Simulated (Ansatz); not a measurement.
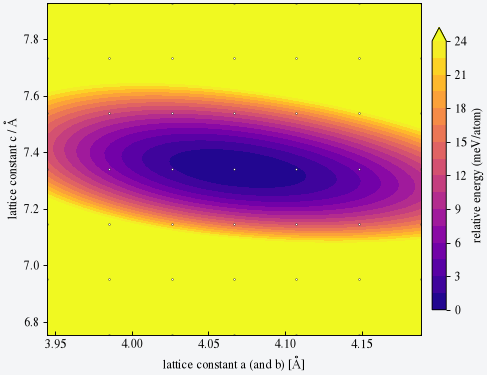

Cu₃O₂ (I4/mmm, No. 139; 5 atoms in the cell). The energy is mapped over the lattice constants a and c of the conventional cell. The first coordinate is: lattice constant a (and b); the second: lattice constant c. Nothing is relaxed (symmetry fixes all fractional coordinates). Grid: 7 × 7 points. Points are written as (first, second). All energies are given in meV/atom relative to the lowest grid point. The runs have no spin polarisation; a magnetic state may lie lower. Level of theory: Ansatz 0.2.0, DFT PBE, scalar-relativistic, plane waves, PAW. Settings: cutoff 520 eV, k-mesh 14×14×14, gaussian smearing 0.15 eV, no spin polarisation.

The picture shows filled contours, dots at the grid points, one colour for all values above the top of the scale. Between grid points the surface is interpolated.

Question: Estimate the position of the minimum and the force constants in these coordinates.

Answer: The interpolated minimum is at lattice constant a (and b) ≈ 4.068 Å, lattice constant c ≈ 7.340 Å. The curvatures there are about 8.5 eV/Å² and 3.4 eV/Å², with a cross term of about 1.9 eV/Å² (per cell of 5 atoms). Round the minimum the valley is somewhat tilted: raising lattice constant a (and b) shifts the best value of lattice constant c downwards (coupling k₁₂/√(k₁₁k₂₂) about 0.4).

PAW datasets: the set soft_1.
